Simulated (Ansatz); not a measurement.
The structure in question:

```yaml
crystal:
  lattice:
    - [5.04849, 0.00000, 0.00000]
    - [-2.52425, 4.37212, 0.00000]
    - [0.00000, 0.00000, 13.31508]
  atoms:
    - { symbol: Ti, position: [0.33333, 0.66667, 0.31803] }
    - { symbol: Ti, position: [0.60456, 0.00000, 0.50000] }
    - { symbol: Ti, position: [0.00000, 0.60456, 0.50000] }
    - { symbol: Ti, position: [0.00000, 0.00000, 0.34864] }
    - { symbol: Ti, position: [0.39544, 0.39544, 0.50000] }
    - { symbol: Si, position: [0.66667, 0.33333, 0.33333] }
    - { symbol: Ti, position: [0.00000, 0.00000, 0.65136] }
    - { symbol: Ti, position: [0.27122, 0.33333, 0.83333] }
    - { symbol: Ti, position: [0.66667, 0.93789, 0.83333] }
    - { symbol: Ti, position: [0.66667, 0.33333, 0.68197] }
    - { symbol: Ti, position: [0.06211, 0.72878, 0.83333] }
    - { symbol: Si, position: [0.33333, 0.66667, 0.66667] }
    - { symbol: Ti, position: [0.66667, 0.33333, 0.98470] }
    - { symbol: Ti, position: [0.93789, 0.66667, 0.16667] }
    - { symbol: Ti, position: [0.33333, 0.27122, 0.16667] }
    - { symbol: Ti, position: [0.33333, 0.66667, 0.01530] }
    - { symbol: Ti, position: [0.72878, 0.06211, 0.16667] }
    - { symbol: Si, position: [0.00000, 0.00000, 0.00000] }
```

What does this file describe?

The structure is one of Ti$_{5}$Si. The structure has R32 (No. 155) symmetry and a rhombohedral (trigonal R) lattice. With Z = 3, the cell contains 15 Ti, 3 Si.

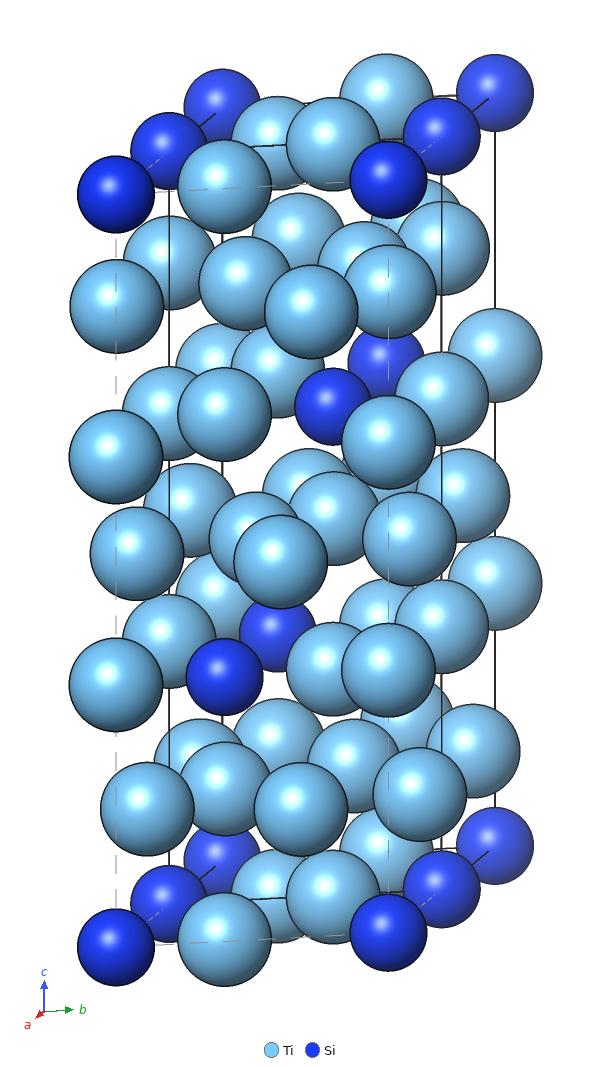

Spheres-only representation of a periodic structure, projected slightly off an axis. Shown are 2×1×1 repeats of the conventional unit cell, one of them outlined in solid lines.

The structure comes from a structure listed in the Materials Project. Earlier steps of the study may have refined or changed the cell and positions. It was run through Ansatz as a DFT input.
